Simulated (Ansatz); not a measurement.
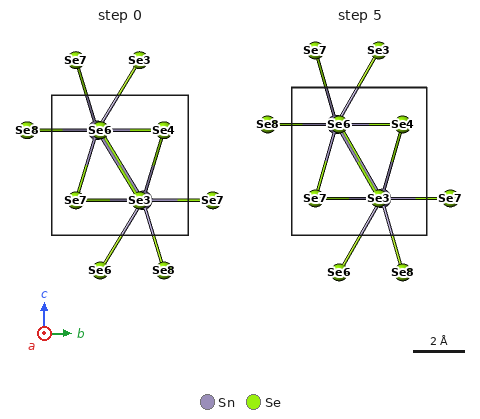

The structure of crystalline SnSe₃ (built on the Ni3Sn (D0_19)_194 type) before (left) and after (right) a relaxation, at one scale.

Style: ball-and-stick. Shown: the cell of the calculation, along the a axis.

Case: Ni3Sn (D0_19) type (P6_3/mmc, No. 194).

Method: DFT PBE, scalar-relativistic, plane waves, PAW in Ansatz. Settings: plane-wave cutoff 420 eV; k-point mesh 6 × 6 × 8; occupations gaussian; smearing width 0.1 eV; no spin polarisation; cell and atoms relaxed; force threshold 0.01 eV/Å; at most 80 steps.

Describe what moved and what it gained.

Over 4 accepted moves (5 points after the start) the energy falls by 56.6 meV per cell of the calculation. The largest force component goes from 0.025 to 0.001 eV/Å. The pressure goes from 0.89 to 0.01 GPa. At 1 point the geometry stayed and the basis and grid were re-selected for the new cell (energy shift of 0.6 meV per cell of the calculation at most each time). The largest moves relative to the cell, 0.014 Å, are those of Se atoms. Sn stays in place. Cell: a = b 6.225 → 6.142 Å (−1.3 %), c 5.521 → 5.826 Å (+5.5 %). Volume +2.7 %. Among the contacts that change: Se–Sn 3.229 → 3.355 Å, Se–Sn 3.115 → 3.073 Å. The space group stays P6_3/mmc (No. 194). Cost: 53 s on 1 thread of AMD EPYC 9R45 96-Core Processor (Zen 5), with other jobs on the host, peak memory 0.75 GiB.
